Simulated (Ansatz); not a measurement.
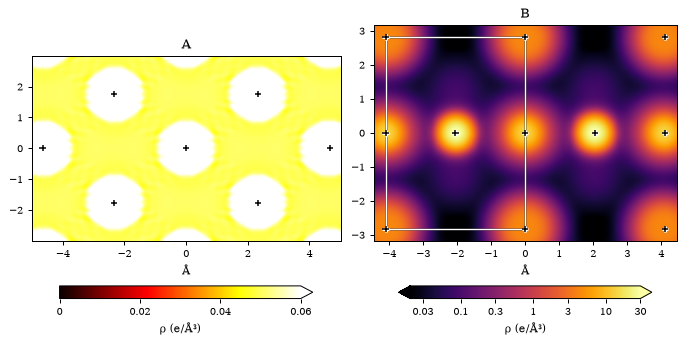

The valence electron density of 2 systems, each on a plane through atoms (crosses mark nuclei in the plane).

Theory: DFT PBEsol, scalar-relativistic, plane waves, PAW (Ansatz).

System 1: Li, the (101) plane of the conventional cell. Space group R-3m; computed without spin polarisation.

```cif
data_structure
_symmetry_space_group_name_H-M 'P 1'
_symmetry_Int_Tables_number 1
_cell_length_a 4.6579
_cell_length_b 4.6579
_cell_length_c 3.4228
_cell_angle_alpha 90.000
_cell_angle_beta 90.000
_cell_angle_gamma 120.000
_cell_volume 64.31
loop_
_atom_site_label
_atom_site_type_symbol
_atom_site_fract_x
_atom_site_fract_y
_atom_site_fract_z
_atom_site_occupancy
Li1 Li 0.00000 0.00000 0.00000 1
Li2 Li 0.66667 0.33333 0.33333 1
Li3 Li 0.33333 0.66667 0.66667 1
```

System 2: KMgF3, the (011) plane of the conventional cell. Space group P4/mmm; changed on purpose from its base cell (strain +0.030 along x and y, -0.030 along z, atoms carried along).

```yaml
crystal:
  lattice:
    - [4.10548, 0.00000, 0.00000]
    - [0.00000, 4.10548, 0.00000]
    - [0.00000, 0.00000, 3.86632]
  atoms:
    - { symbol: K, position: [0.50000, 0.50000, 0.50000] }
    - { symbol: Mg, position: [0.00000, 0.00000, 0.00000] }
    - { symbol: F, position: [0.50000, 0.00000, 0.00000] }
    - { symbol: F, position: [0.00000, 0.50000, 0.00000] }
    - { symbol: F, position: [0.00000, 0.00000, 0.50000] }
```

Question: Match each panel to its system.

Answer: Panel A is system 1, Li: the plane holds Li. Li–Li (2.92 Å): ρ is about 0.05 e/Å³ halfway. Panel B is system 2, KMgF3: the plane holds K, Mg and F. K–F (2.82 Å): the density is about 0.09 e/Å³ at the midpoint.
